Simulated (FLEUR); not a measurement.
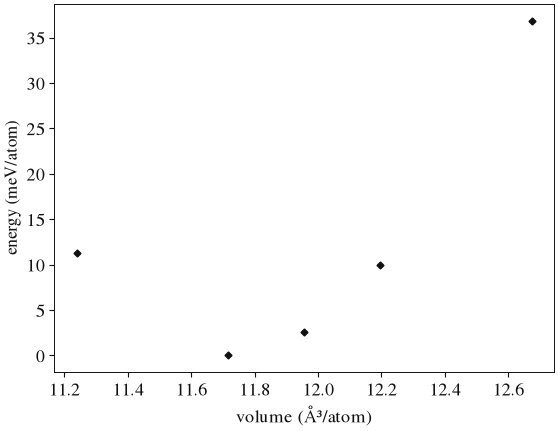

Plotted: energy against volume for AlNi, space group Pm-3m (No. 221).

Structure:
```
Ni Al
1.0
     2.88100    0.00000    0.00000
     0.00000    2.88100    0.00000
     0.00000    0.00000    2.88100
Ni Al
1 1
Direct
  0.50000 0.50000 0.50000
  0.00000 0.00000 0.00000
```

Method: all-electron LAPW DFT, collinear spins; energies at scaled volumes of the given cell, shape and fractions fixed, counted from the fit's minimum, third-order Birch-Murnaghan fit (FLEUR MaX-R8.1 (later development tree)). Level: PBEsol, collinear spin.

k mesh 9×9×9; occupations Fermi–Dirac; smearing width 0.05 eV; potentials all electron; program settings basis FLAPW, kmax 4.92 1/bohr.

The points at volume 11.48 Å³/atom and 12.43 Å³/atom are left out of the plot. What values does the calculation give there?

```
volume (Å³/atom)  energy (meV/atom)
           11.48               2.69
           12.43              21.49
```
